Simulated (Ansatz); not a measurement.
## Geometry relaxation, with input and output: Ti3O4 (part 1 of 2)

System: Ti3O4 (7 atoms in the cell).
Method: DFT PBEsol, scalar-relativistic, plane waves, PAW, no spin polarisation (Ansatz 0.2.0).

The structure derives from a Materials Project entry. Figures and captions count atoms from 1; the log counts them from 0 in places.

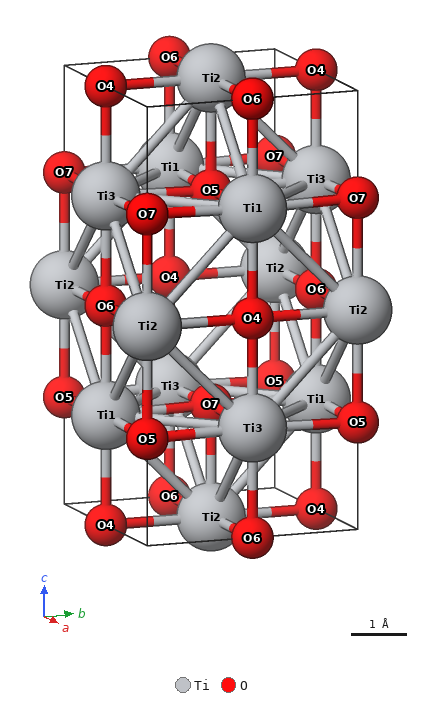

Fig. 1: The input geometry (ball-and-stick view of the cell 2 times as large as that of the calculation, set on its symmetry axes, seen slightly off an axis; atoms are numbered from 1 in the order of the input). An atom can appear more than once, as a periodic image. Near neighbours in the periodic cell (some may lie outside the picture): Ti has 6 O at 2.04 to 2.09 Å and 8 Ti at 2.91 to 2.92 Å; O has 4 Ti at 2.04 to 2.07 Å; O has 5 Ti at 2.07 to 2.09 Å.

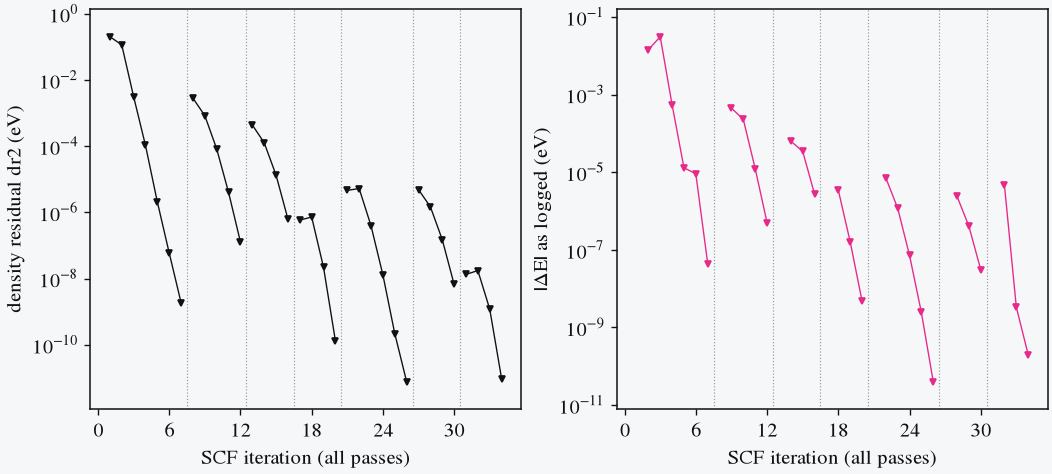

Fig. 2: Convergence of the self-consistent field: density residual dr2 and size of the energy change against the SCF iteration. The dotted lines part the SCF passes of the relaxation: geometry steps, rejected trials and re-solves on a re-selected basis. The 7 passes take 4 to 7 iterations each, 34 in all.

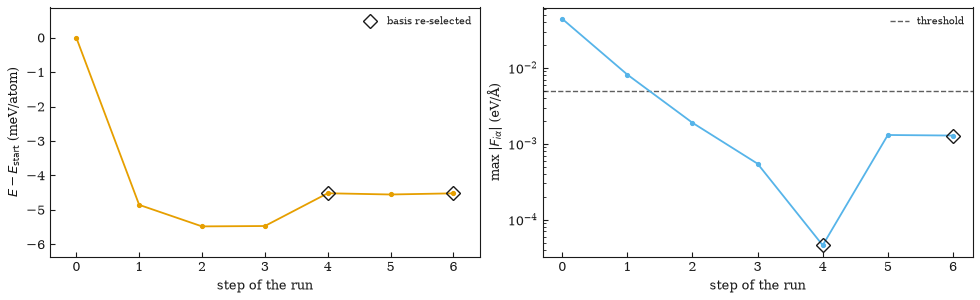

Fig. 3: Progress of the relaxation, step by step (the first geometry is step 0 here and step 1 in the log).

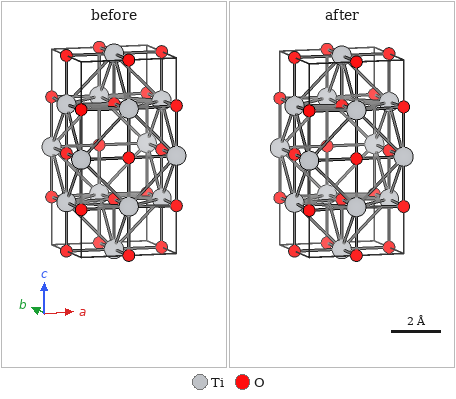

Fig. 4: Before (left) and after (right) the relaxation, at one scale (ball-and-stick view of the cell 2 times as large as that of the calculation, set on its symmetry axes, seen slightly off an axis). The largest moves relative to the cell, 0.012 Å, are those of O5 and O7. Ti stays in place. The drawn cell changes as follows: a = b 4.132 → 4.100 Å (−0.8 %), c 8.178 → 8.098 Å (−1.0 %); the volume changes by −2.5 %. Among the contacts that change: Ti1–Ti2 2.907 → 2.881 Å, Ti1–Ti3 2.922 → 2.899 Å, Ti1–O4 2.045 → 2.024 Å, Ti1–O5 2.066 → 2.051 Å. The space group stays I4/mmm (No. 139). Over 4 geometry steps the energy falls by 4.6 meV per atom. Largest force component: 0.044 eV/Å at the start, 0.0013 eV/Å at the end. Pressure: −5.73 GPa at the start and −0.01 GPa at the end. The basis was re-selected once at an unchanged geometry, which shifts the energy a little without any move. The energy change given includes the shifts at the re-selections in mid-walk, which come without any move. A last SCF at the same geometry on a re-selected plane-wave basis shifts the energy by +0.0 meV per atom. (Atoms are counted from 1 in the order of the input.)

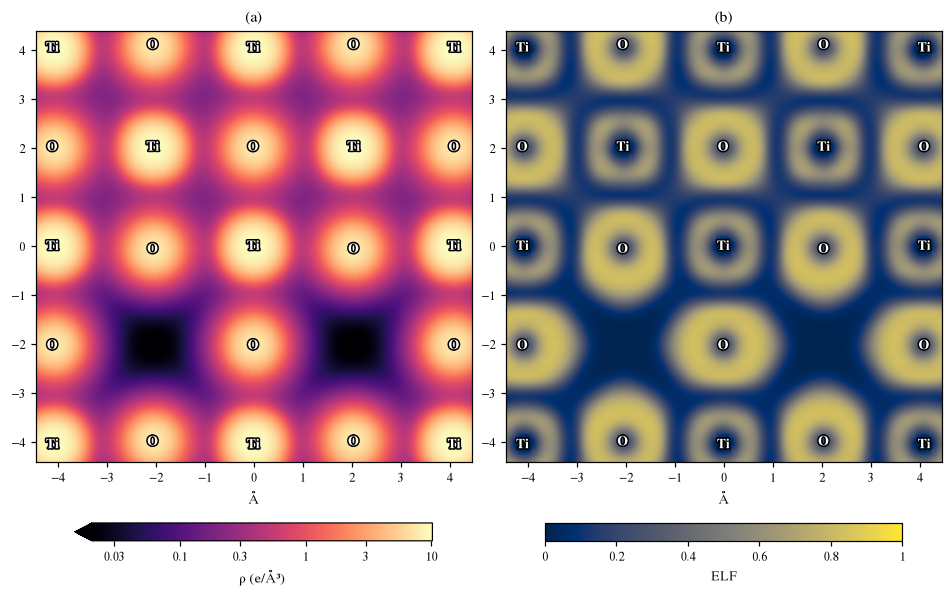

Fig. 5: (a) valence pseudo-density; (b) ELF on the (010) plane of the conventional cell. The section cuts through Ti and O sites. Ti–O (2.02 Å): the density is about 0.56 e/Å³ at the midpoint; the ELF is about 0.15 at the midpoint (a polar contact without a shared pair, in a metal). Ti–Ti (2.88 Å): the density is about 0.21 e/Å³ at the midpoint; the ELF is about 0.15 at the midpoint; no shared electron pair. Ti–O (2.08 Å): ρ is about 0.5 e/Å³ halfway; the ELF is about 0.15 at the midpoint; a polar contact without a shared pair, in a metal. Away from the nuclei the density in this plane falls to 0.02 e/Å³ at its lowest. The strong features right at Ti lie inside the PAW spheres (semicore, d or f shells) and say nothing about bonding. The fields are those of the smooth PAW valence density.

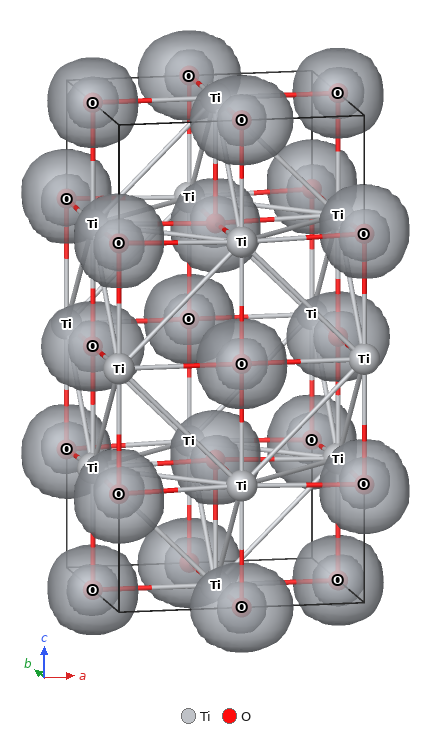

Fig. 6: Isosurface of the electron localisation function at 0.75 (grey), seen slightly off an axis. Only the valence region is drawn (cores and ρ < 0.01 e/Å³ removed). Sticks mark near contacts. The outline is the cell set on symmetry axes. Along the contacts the grid gives the following. Ti–O (2.02 Å): the ELF is about 0.15 at the midpoint (no shared pair; the contact is polar). Ti–Ti (2.88 Å): the ELF is about 0.15 at the midpoint (no shared electron pair).

The input and output of the run follow.

### Input file
```yaml
crystal:
  lattice:
    - [-2.06590889, 2.06590889, 4.08913398]
    - [2.06590889, -2.06590889, 4.08913398]
    - [2.06590889, 2.06590889, -4.08913398]
  atoms:
    - { symbol: Ti, position: [0.25, 0.75, 0.5] }
    - { symbol: Ti, position: [0.5, 0.5, 0.0] }
    - { symbol: Ti, position: [0.75, 0.25, 0.5] }
    - { symbol: O, position: [0.0, 0.5, 0.5] }
    - { symbol: O, position: [0.24411514, 0.24411514, 0.0] }
    - { symbol: O, position: [0.5, 0.0, 0.5] }
    - { symbol: O, position: [0.75588486, 0.75588486, 0.0] }
basis:
  ecutwfc: 420
kpoints:
  mp_grid: { grid: [12, 12, 12] }
hamiltonian:
  xc: pbesol
scf:
  occupations: { method: gaussian, width: 0.1 }
output:
  forces: true
  stress: true
  eigenvalues: true
  write_density: true
  write_potential: true
  elf: true
  volumetric_format: npy
relax:
  adjacent_minimum: "off"
  f_tol: 0.005
  max_steps: 80
  cell: { stress_tol: 0.05 }
```

Launch command:
```bash
ansatz run input.yaml --threads 2 --pin off --max-ram 6144MiB --backend cpu --events-out ev --progress --plain --runs-dir out
```

### Log
```
Engine: ansatz 0.2.0, x86_64-unknown-linux-gnu
Pseudopotentials: kind: paw
Pseudopotential: Ti, paw, valence charge 12, recommended cutoff 420 eV (normal), Ti.paw.azcp
Pseudopotential: O, paw, valence charge 6, recommended cutoff 420 eV (normal), O.paw.azcp
Functional definition: PBEsol
  exchange = pbesol_x
  correlation = pbesol_c
Crystal: 7 atoms, lattice volume = 69.809 Å³
Basis set: ecut = 420 eV, 1361 PW (Γ), exchange–correlation on 72×72×72 points (8 copies of the dense FFT grid, shifted against one another)
Bands: 37, of which v1, the nominal top of the filled ones, is band 30 counted from 1 (29 counted from 0)
Symmetry: 16 space group operations
Space group: I4/mmm (ITA 139), of the structure as read, at distance tolerance 4.1e-5 Å
k-points: 163 of 1728
Non-local potential: Ti, projectors of the file, l = 0: 3, l = 1: 2, l = 2: 3, l = 3: 1
Non-local potential: O, projectors of the file, l = 0: 2, l = 1: 2, l = 2: 1
PAW form: soft (Blöchl's): semilocal exchange-correlation on the pseudo side does not see the compensation charge
PAW frozen core: Ti, regenerated for the run's functional, and the local potential with it (the file was generated under x = pbe(κ = 0.804, μ = 0.2195149727645171), c = pbe(β = 0.06672455060314922))
PAW frozen core: O, regenerated for the run's functional, and the local potential with it (the file was generated under x = pbe(κ = 0.804, μ = 0.2195149727645171), c = pbe(β = 0.06672455060314922))
PAW one-centre angular grid: Ti, 590 points (default); XC on 64 Gauss nodes
PAW one-centre angular grid: O, 110 points (default); XC on 64 Gauss nodes
Initial density: superposition of atomic densities (neutral atoms: chi_scale 0, normalization atom), corrected by the library's trained network
Initial wavefunctions: pseudopotential atomic-orbital guess
Functional: x = pbesol(κ = 0.804, μ = 0.12345679012345678), c = pbesol(β = 0.046)
SCF iter   1: F=—  HF=-9675.257376 eV  |F-HF|=—  |Δ(HF+E_count)|=         —  Δρ=1.83e-2  dr2=2.03e-1  ethr=1.77e-3  ⟨swp⟩=4.9  Hψ=23219  notcnv=0  defer=2
preconditioner: auto → LDOS  [metal: Δε(μ)=0.008 eV  Ē_g=9.987 eV  σ=0.100 eV  W_gap=0.05  n_scr=22 (ndim 8)  ℏωp=26.7 eV  f_vac=0.024  D(μ)=2.68/eV (n_scr^D=14)  β→1.0]
SCF iter   2: F=—  HF=-9675.243219 eV  |F-HF|=—  |Δ(HF+E_count)|=   1.42e-2  Δρ=1.58e-2  dr2=1.15e-1  ethr=3.38e-4  ⟨swp⟩=2.1  Hψ=11548  notcnv=0  defer=220
SCF iter   3: F=—  HF=-9675.212176 eV  |F-HF|=—  |Δ(HF+E_count)|=   3.10e-2  Δρ=2.38e-3  dr2=3.15e-3  ethr=1.92e-4  ⟨swp⟩=2.0  Hψ=9428  notcnv=0  defer=220
SCF iter   4: F=—  HF=-9675.211628 eV  |F-HF|=—  |Δ(HF+E_count)|=   5.48e-4  Δρ=4.32e-4  dr2=1.06e-4  ethr=5.24e-6  ⟨swp⟩=2.0  Hψ=8275  notcnv=0  defer=220
SCF iter   5: F=—  HF=-9675.211615 eV  |F-HF|=—  |Δ(HF+E_count)|=   1.30e-5  Δρ=7.53e-5  dr2=2.07e-6  ethr=1.77e-7  ⟨swp⟩=2.0  Hψ=8208  notcnv=0  defer=220
SCF iter   6: F=—  HF=-9675.211624 eV  |F-HF|=—  |Δ(HF+E_count)|=   9.09e-6  Δρ=1.29e-5  dr2=5.95e-8  ethr=1.67e-10  ⟨swp⟩=12.3  Hψ=45312  notcnv=0
SCF iter   7: F=-9675.211624 eV  HF=-9675.211624 eV  |F-HF|=1.02e-9  |Δ(HF+E_count)|=   4.42e-8  Δρ=1.98e-6  dr2=1.87e-9  ethr=9.92e-11  ⟨swp⟩=6.1  Hψ=34673  notcnv=0
SCF 1 converged in 7 iterations: F = -9675.211624 eV  dr2 = 1.87e-9
  greatest PAW one-centre occupation: 0.999 electrons in one spin orbital (limit 2), on the Ti atom at site 2 (counted from 0), in its partial waves of l = 0
relax step   1: F+E_penalty+E_count = -9675.21162446 eV  Δ(F+E_penalty+E_count) = +0.000e0 eV  max|allowed force component| = 4.428e-2 eV/Å  Δτ_max = 0.0000 Å  P = -5.734 GPa  Ω = 69.809 Å³  (7 SCF iters, dr2 threshold 1.00e-7 eV, accepted)
Crystal: 7 atoms, lattice volume = 68.567 Å³
Basis set: ecut = 420 eV, 1329 PW (Γ), exchange–correlation on 72×72×72 points (8 copies of the dense FFT grid, shifted against one another)
Initial density: handed on by an earlier stage of this run
Initial wavefunctions: those handed on with the density
iter 1 solved again at ethr=4.28e-6 eV; its pass at ethr=3.10e-3 eV (dr2=2.57e-3 eV) is discarded
SCF iter   1: F=—  HF=-9675.246286 eV  |F-HF|=—  |Δ(HF+E_count)|=         —  Δρ=1.85e-3  dr2=2.82e-3  ethr=4.28e-6  ⟨swp⟩=2.0  Hψ=34735  notcnv=0
preconditioner: auto → LDOS  [metal: Δε(μ)=0.008 eV  Ē_g=10.160 eV  σ=0.100 eV  W_gap=0.05  n_scr=22 (ndim 8)  ℏωp=26.9 eV  f_vac=0.019  D(μ)=2.59/eV (n_scr^D=14)  β→1.0]
SCF iter   2: F=—  HF=-9675.245840 eV  |F-HF|=—  |Δ(HF+E_count)|=   4.47e-4  Δρ=1.38e-3  dr2=8.34e-4  ethr=4.28e-6  ⟨swp⟩=2.0  Hψ=8992  notcnv=0
SCF iter   3: F=—  HF=-9675.245610 eV  |F-HF|=—  |Δ(HF+E_count)|=   2.30e-4  Δρ=3.95e-4  dr2=8.30e-5  ethr=1.39e-6  ⟨swp⟩=2.0  Hψ=8962  notcnv=0
SCF iter   4: F=—  HF=-9675.245598 eV  |F-HF|=—  |Δ(HF+E_count)|=   1.24e-5  Δρ=8.04e-5  dr2=4.02e-6  ethr=1.38e-7  ⟨swp⟩=2.0  Hψ=8393  notcnv=0
SCF iter   5: F=-9675.245597 eV  HF=-9675.245597 eV  |F-HF|=3.72e-8  |Δ(HF+E_count)|=   5.01e-7  Δρ=1.48e-5  dr2=1.28e-7  ethr=1.17e-9  ⟨swp⟩=12.1  Hψ=45681  notcnv=0
SCF 2 converged in 5 iterations: F = -9675.245597 eV  dr2 = 1.28e-7
relax step   2: F+E_penalty+E_count = -9675.24559697 eV  Δ(F+E_penalty+E_count) = -3.397e-2 eV  max|allowed force component| = 8.155e-3 eV/Å  Δτ_max = 0.0080 Å  P = -1.595 GPa  Ω = 68.567 Å³  energy of the carried Pulay correction = +5.542e-3 eV  (5 SCF iters, dr2 threshold 7.00e-7 eV, accepted)
Crystal: 7 atoms, lattice volume = 68.096 Å³
iter 1 solved again at ethr=9.31e-7 eV; its pass at ethr=3.10e-3 eV (dr2=5.59e-4 eV) is discarded
SCF iter   1: F=—  HF=-9675.250076 eV  |F-HF|=—  |Δ(HF+E_count)|=         —  Δρ=7.34e-4  dr2=4.38e-4  ethr=9.31e-7  ⟨swp⟩=2.0  Hψ=31637  notcnv=0
preconditioner: auto → LDOS  [metal: Δε(μ)=0.008 eV  Ē_g=10.203 eV  σ=0.100 eV  W_gap=0.04  n_scr=22 (ndim 8)  ℏωp=27.0 eV  f_vac=0.019  D(μ)=2.57/eV (n_scr^D=14)  β→1.0]
SCF iter   2: F=—  HF=-9675.250013 eV  |F-HF|=—  |Δ(HF+E_count)|=   6.28e-5  Δρ=5.40e-4  dr2=1.27e-4  ethr=7.30e-7  ⟨swp⟩=2.0  Hψ=8992  notcnv=0
SCF iter   3: F=—  HF=-9675.249978 eV  |F-HF|=—  |Δ(HF+E_count)|=   3.47e-5  Δρ=1.59e-4  dr2=1.34e-5  ethr=2.11e-7  ⟨swp⟩=2.0  Hψ=8967  notcnv=0
SCF iter   4: F=-9675.249975 eV  HF=-9675.249975 eV  |F-HF|=4.66e-7  |Δ(HF+E_count)|=   2.74e-6  Δρ=3.19e-5  dr2=6.30e-7  ethr=1.17e-9  ⟨swp⟩=9.2  Hψ=44028  notcnv=0
SCF 3 converged in 4 iterations: F = -9675.249975 eV  dr2 = 6.30e-7
relax step   3: F+E_penalty+E_count = -9675.24997485 eV  Δ(F+E_penalty+E_count) = -4.378e-3 eV  max|allowed force component| = 1.891e-3 eV/Å  Δτ_max = 0.0034 Å  P = +0.064 GPa  Ω = 68.096 Å³  energy of the carried Pulay correction = +7.668e-3 eV  (4 SCF iters, dr2 threshold 7.00e-7 eV, accepted)
Crystal: 7 atoms, lattice volume = 68.113 Å³
iter 1 solved again at ethr=9.91e-10 eV; its pass at ethr=3.10e-3 eV (dr2=5.95e-7 eV) is discarded
SCF iter   1: F=—  HF=-9675.249897 eV  |F-HF|=—  |Δ(HF+E_count)|=         —  Δρ=3.62e-5  dr2=5.85e-7  ethr=9.91e-10  ⟨swp⟩=2.0  Hψ=30841  notcnv=0
preconditioner: auto → LDOS  [metal: Δε(μ)=0.008 eV  Ē_g=10.203 eV  σ=0.100 eV  W_gap=0.04  n_scr=22 (ndim 8)  ℏωp=27.0 eV  f_vac=0.020  D(μ)=2.57/eV (n_scr^D=14)  β→1.0]
SCF iter   2: F=—  HF=-9675.249901 eV  |F-HF|=—  |Δ(HF+E_count)|=   3.47e-6  Δρ=3.76e-5  dr2=7.24e-7  ethr=9.75e-10  ⟨swp⟩=2.6  Hψ=10325  notcnv=0
SCF iter   3: F=—  HF=-9675.249901 eV  |F-HF|=—  |Δ(HF+E_count)|=   1.63e-7  Δρ=6.25e-6  dr2=2.18e-8  ethr=9.75e-10  ⟨swp⟩=2.0  Hψ=8482  notcnv=0
SCF iter   4: F=-9675.249901 eV  HF=-9675.249901 eV  |F-HF|=7.28e-11  |Δ(HF+E_count)|=   4.83e-9  Δρ=6.10e-7  dr2=1.32e-10  ethr=3.31e-11  ⟨swp⟩=8.0  Hψ=33285  notcnv=0
SCF 4 converged in 4 iterations: F = -9675.249901 eV  dr2 = 1.32e-10
relax step   4: F+E_penalty+E_count = -9675.24990056 eV  Δ(F+E_penalty+E_count) = +7.429e-5 eV  max|allowed force component| = 5.463e-4 eV/Å  Δτ_max = 0.0001 Å  P = -0.000 GPa  Ω = 68.113 Å³  energy of the carried Pulay correction = +7.590e-3 eV  (4 SCF iters, dr2 threshold 1.99e-8 eV, accepted)
Initial wavefunctions: pseudopotential atomic-orbital guess (no wavefunctions were taken with the density)
iter 1 solved again at ethr=2.51e-8 eV; its pass at ethr=3.10e-3 eV (dr2=1.51e-5 eV) is discarded
```
